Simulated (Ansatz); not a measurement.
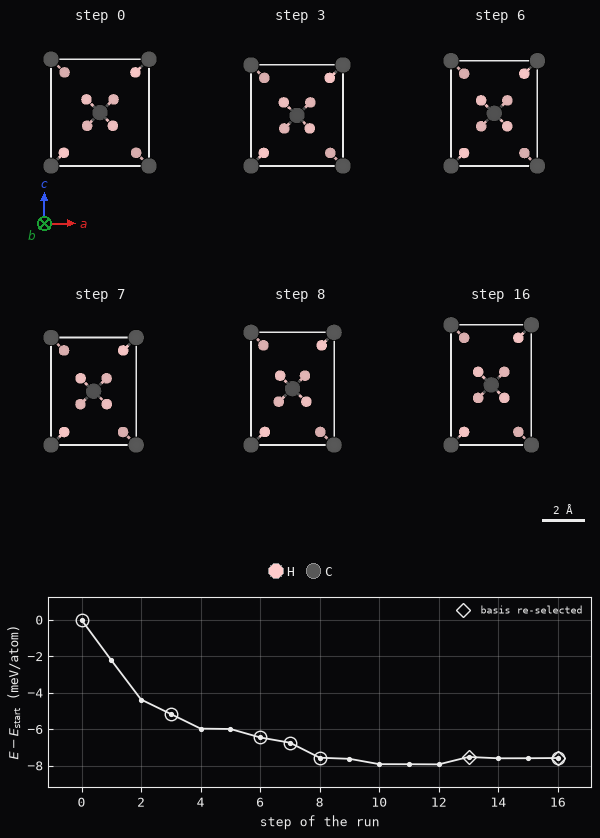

Frames of a relaxation of crystalline H4C (built on the Pd4S-114 type type), marked on the history of the run. The picture is a ball-and-stick view of the cell of the calculation, seen along the b axis.

All numbers below come from DFT, r2SCAN+rVV10, plane waves, PAW in Ansatz. Set-up: plane-wave cutoff 500 eV; k-point mesh 6 × 6 × 4; occupations fermi dirac; smearing width 0.03 eV; no spin polarisation; cell and atoms relaxed; force threshold 0.01 eV/Å; at most 120 steps.

> Describe the path.

Over 14 accepted moves (16 points after the start) the energy falls by 7.6 meV per atom. Largest force component: 0.19 eV/Å at the start, 0.0009 eV/Å at the end. The pressure goes from −1.67 to 0.01 GPa. The SCF was repeated twice at an unchanged geometry on a basis and grid sized afresh for the cell, which shifted the energy by 0.4 meV per atom at most. The largest moves relative to the cell, 0.18 Å, are those of H atoms. C stays in place. Cell: a = b 4.715 → 3.871 Å (−17.9 %), c 5.139 → 5.784 Å (+12.5 %). Volume −24.1 %. Near-neighbour distances that change, for instance: C–H 1.099 → 1.089 Å. Within 0.06 Å the space group is I-42m at the start and I-42m at the end; at a tighter tolerance small leftover displacements or strains of the cell lower it. The run took 71 s on 4 threads of Arm Neoverse V1, with other jobs on the host, peak memory 0.66 GiB. From step 0 to 3: H atoms move most (0.05 Å), volume −16.5 %, energy −5.2 meV per atom. From step 3 to 6: H atoms move most (0.07 Å), volume −8.1 %, energy −1.3 meV per atom. From step 6 to 7: H atoms move most (0.02 Å), volume −0.8 %, energy −0.3 meV per atom. From step 7 to 8: H atoms move most (0.06 Å), volume −0.3 %, energy −0.8 meV per atom. From step 8 to 16: H atoms move most (0.07 Å), energy 0.0 meV per atom.
